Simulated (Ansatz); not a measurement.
System: BaO.

Input

```
crystal:
  lattice:
    - [0.0, 2.6704147157, 2.6704147157]
    - [2.6704147157, 0.0, 2.6704147157]
    - [2.6704147157, 2.6704147157, 0.0]
  atoms:
    - { symbol: Ba, position: [0.0, 0.0, 0.0] }
    - { symbol: O, position: [0.5, 0.5, 0.5] }
basis:
  ecutwfc: 420
kpoints:
  mp_grid: { grid: [8, 8, 8] }
hamiltonian:
  xc: pbe
scf:
  occupations: { method: gaussian, width: 0.02 }
output:
  forces: true
  stress: true
  eigenvalues: true
  write_density: true
  write_potential: true
  elf: true
  volumetric_format: npy
```

Launched as:

```sh
ansatz run input.yaml --threads 1 --pin off --max-ram 2560MiB --backend cpu --events-out ev --progress --plain --runs-dir out
```

Below, planes, directions and counts refer to the conventional cell (a = 5.34 Å, b = 5.34 Å, c = 5.34 Å, α = 90.00°, β = 90.00°, γ = 90.00°).

Space group Fm-3m; changed on purpose from its base cell (volume × 0.88); computed pressure about 12 GPa in this cell.

Computed with DFT PBE, scalar-relativistic, plane waves, PAW in Ansatz.

Question: What will maps of the valence pseudo-density and electron localisation function show?

Answer: Ba–O (2.67 Å): ρ at the midpoint is about 0.28 e/Å³; the ELF is about 0.15 at the midpoint; a largely ionic contact.

Question: Metal or insulator at this level of theory?

Answer: It is gapped, with a Kohn–Sham gap of 1.6 eV on the k-point mesh (the band edges may lie off the mesh, which would make the gap smaller).

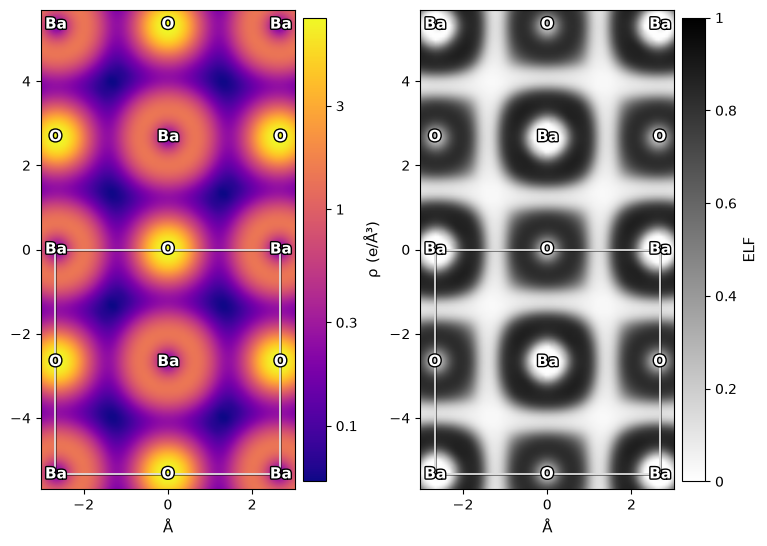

Computed valence pseudo-density and electron localisation function on the (010) plane of the conventional cell, in this order. 

In a PAW calculation such maps are meaningful between the atoms, not at the nuclei.
